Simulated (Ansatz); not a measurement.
System: Cs, space group Im-3m (No. 229).

The given structure:
```xyz
1
Lattice="-3.0225 3.0225 3.0225 3.0225 -3.0225 3.0225 3.0225 3.0225 -3.0225" Properties=species:S:1:pos:R:3 pbc="T T T"
Cs    0.0000    0.0000    0.0000
```

Calculation (Ansatz 0.2.0): deformation of a crystal at fixed volume, lengths along the axis scaled against those across it, fractional coordinates fixed, by plane-wave density functional theory with PAW datasets, free energies less that of the undisturbed cell, pressure positive in compression; scalar-relativistic. Level: PBE, no spin polarisation.

```csv
setting,value
wave cutoff,420 eV
k mesh,12×12×12
occupations,Gaussian
smearing width,0.15 eV
k shift,"(0, 0, 0) (mesh steps)"
start,as given
path,tetragonal
axis direction,"(0, 0, 1) (Cartesian unit vector)"
```

Predict the energy change and pressure against relative axial ratio. The relative axial ratio takes the values 0.650, 0.707, 0.780, 0.850, 0.920, 0.960, 1.000, 1.050, 1.100, 1.200, 1.300, 1.414, 1.500.

The energy change is 74.22 meV/atom at relative axial ratio 0.650 and −0.30 meV/atom at 1.500; the lowest computed point is at relative axial ratio 1.414 (−0.77 meV/atom). The pressure falls from 0.281 GPa at relative axial ratio 0.650 to 0.133 GPa at 1.500.

```
axial ratio relative to the start  energy change (meV/atom)  pressure (GPa)
                            0.650                     74.22           0.281
                            0.707                     38.75           0.214
                            0.780                     15.12           0.164
                            0.850                      4.70           0.138
                            0.920                      0.78           0.126
                            0.960                      0.14           0.123
                            1.000                      0.00           0.123
                            1.050                      0.10           0.123
                            1.100                      0.27           0.125
                            1.200                      0.26           0.129
                            1.300                     -0.30           0.132
                            1.414                     -0.77           0.133
                            1.500                     -0.30           0.133
```

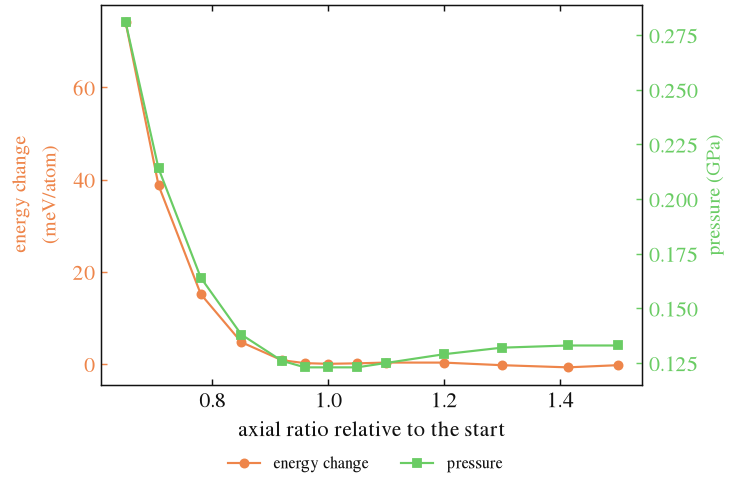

Caveats: reference crystal is not relaxed.
